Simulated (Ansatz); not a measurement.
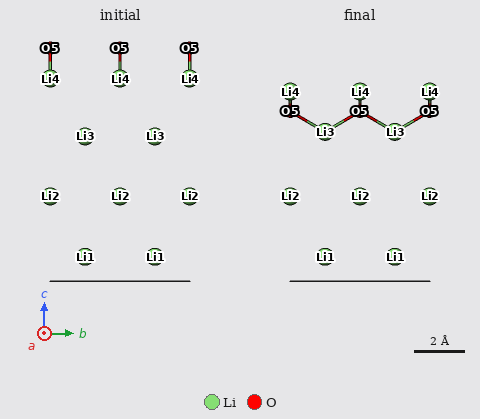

The structure of a slab of composition Li4O (cut from the Im-3m phase) before (left) and after (right) a constrained relaxation, at one scale.

Style: ball-and-stick. Shown: the 3 × 2 repeat of the cell, outlined in the plane, without the vacuum, along the a axis.

Case: O put at a bridge Li-Li site. The slab is the (1 1 0) face of Li with O on it. 2 atoms are held fixed.

Computed with Ansatz, DFT r2SCAN, scalar-relativistic, plane waves, PAW. (plane-wave cutoff 500 eV; k-point mesh 10 × 10 × 1; occupations gaussian; smearing width 0.1 eV; no spin polarisation; dipole correction; atoms relaxed in a fixed cell; force threshold 0.03 eV/Å; at most 70 steps)

Q: Describe what moved and what it gained.

A: The largest move is that of O5, 2.58 Å along the normal (−c). By element the largest moves are O 2.58 Å, Li 0.53 Å. The cell stays as it was. Among the contacts that change: Li3–O5 3.904 → 1.721 Å, Li3–Li4 2.933 → 2.392 Å, Li4–O5 1.951 → 1.709 Å. New bonds form: Li3–O5 (3.90 → 1.72 Å). Bond angles that change, for instance: O5–Li4–O5 101.1° → 123.5°, Li4–O5–Li4 101.1° → 123.5°. After 15 accepted moves (17 points after the start) the energy has fallen by 5.033 eV per cell of the calculation. Largest force component: 2.1 eV/Å at the start, 0.0095 eV/Å at the end. 2 steps only repeated the SCF at the same geometry. The forces were under the threshold at step 12, but the run went on from there.

Limits of the set-up: the periodic images lie only 3.0 Å apart, so the values are limited by the cell's size.
